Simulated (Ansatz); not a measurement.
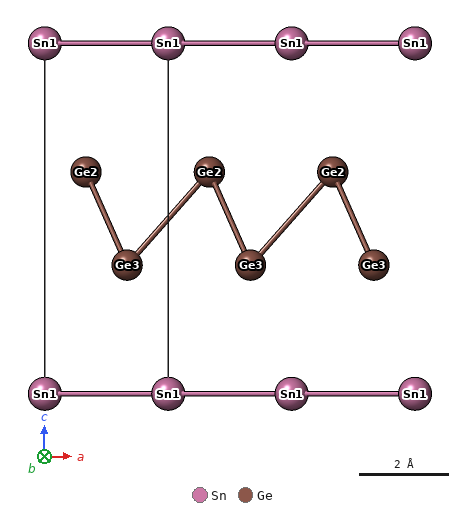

This is the input geometry for a relaxation of solid SnGe$_{2}$ (a generated structure, set up in P-3m1). The picture is a ball-and-stick view of the cell of the calculation, repeated 3 × 1 × 1 with one cell outlined, seen along the b axis.

Computed with DFT PBE, scalar-relativistic, plane waves, PAW (Ansatz).

Input
```yaml
crystal:
  lattice:
    - [3.2022497999, 0.0, 0.0]
    - [-1.6011248999, 2.773229676, 0.0]
    - [0.0, 0.0, 7.8763832332]
  atoms:
    - { symbol: Sn, position: [0.0, 0.0, 0.0] }
    - { symbol: Ge, position: [0.3333333333, 0.6666666667, 0.632904517] }
    - { symbol: Ge, position: [0.6666666667, 0.3333333333, 0.367095483] }
basis:
  ecutwfc: 420
kpoints:
  mp_grid: { grid: [18, 18, 6] }
hamiltonian:
  xc: pbe
scf:
  occupations: { method: gaussian, width: 0.1 }
output:
  forces: true
  stress: true
  eigenvalues: true
  write_density: true
  write_potential: true
  elf: true
  volumetric_format: npy
relax:
  adjacent_minimum: "off"
  f_tol: 0.01
  max_steps: 80
  cell: { stress_tol: 0.05 }
```

Run as
```bash
ansatz run input.yaml --threads 1 --pin off --max-ram 2560MiB --backend cpu --events-out ev --progress --plain --runs-dir out
```

**What does the optimiser find from here?**

The largest moves relative to the cell, 0.044 Å, are those of Ge2 and Ge3. Ge3 goes along −c. Sn stays in place. Cell: a = b 3.202 → 3.238 Å (+1.1 %), c 7.876 → 7.539 Å (−4.3 %). Volume −2.1 %. Near-neighbour distances that change, for instance: Sn1–Sn1 3.202 → 3.238 Å, Ge2–Ge3 2.793 → 2.806 Å. The space group stays P-3m1 (No. 164). After 4 accepted moves (5 points after the start) the energy has fallen by 12.1 meV per atom. Largest force component: 0.15 eV/Å at the start, 0.0016 eV/Å at the end. The pressure goes from −0.48 to 0.00 GPa. The SCF was repeated once at an unchanged geometry on a basis and grid sized afresh for the cell, which shifted the energy by 0.1 meV per atom at most.

Final geometry:

```xyz
3
Lattice="3.2380 0.0000 0.0000 -1.6190 2.8042 0.0000 0.0000 0.0000 7.5391" Properties=species:S:1:pos:R:3 pbc="T T T"
Sn   -1.6190    2.8042    0.0000
Ge    0.0000    1.8695    4.8156
Ge    1.6190    0.9347    2.7235
```

The end point in the same view:

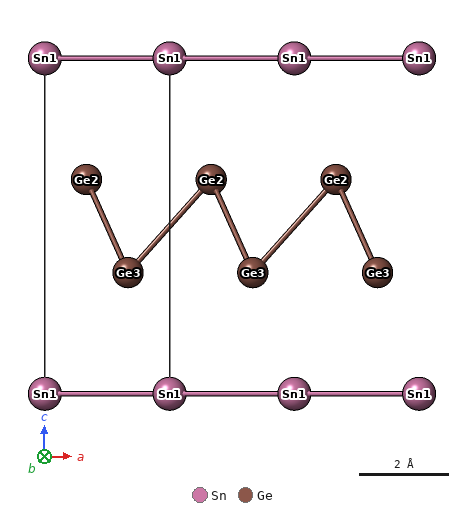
